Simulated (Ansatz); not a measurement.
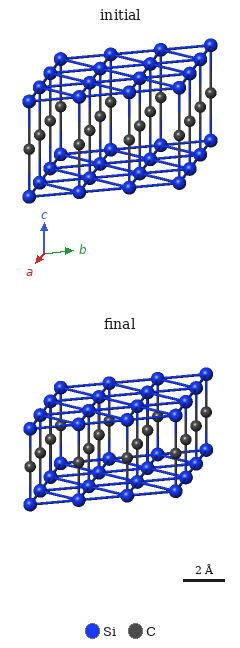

The structure of solid SiC (a generated structure, set up in P6/mmm) (coarse preliminary run) before (top) and after (bottom) a relaxation, at one scale.

The picture is a ball-and-stick view of the cell of the calculation, repeated 3 × 3 × 1 with one cell outlined, seen slightly off an axis.

Level of theory: DFT PBE, scalar-relativistic, plane waves, PAW in Ansatz 0.2.0. Set-up: plane-wave cutoff 420 eV; k-point mesh 6 × 6 × 4; occupations gaussian; smearing width 0.1 eV; no spin polarisation; cell and atoms relaxed; force threshold 0.04 eV/Å; at most 70 steps.

### Summarise the run.

No atom moves by more than 0.005 Å relative to the cell. The drawn cell changes as follows: a = b 2.582 → 2.504 Å (−3.0 %), c 4.850 → 3.852 Å (−20.6 %); the volume changes by −25.3 %. Among the contacts that change: C–Si 2.425 → 1.926 Å, Si–Si 2.582 → 2.504 Å. The space group stays P6/mmm (No. 191). After 6 accepted moves (7 points after the start) the energy has fallen by 681 meV per atom. All forces vanish by symmetry, so only the cell relaxes. Pressure: −23.56 GPa at the start and 0.12 GPa at the end. The SCF was repeated once at an unchanged geometry on a basis and grid sized afresh for the cell, which shifted the energy by 1.2 meV per atom at most.

Limits of the set-up: the k-point mesh is coarse for a cell with partly filled bands.
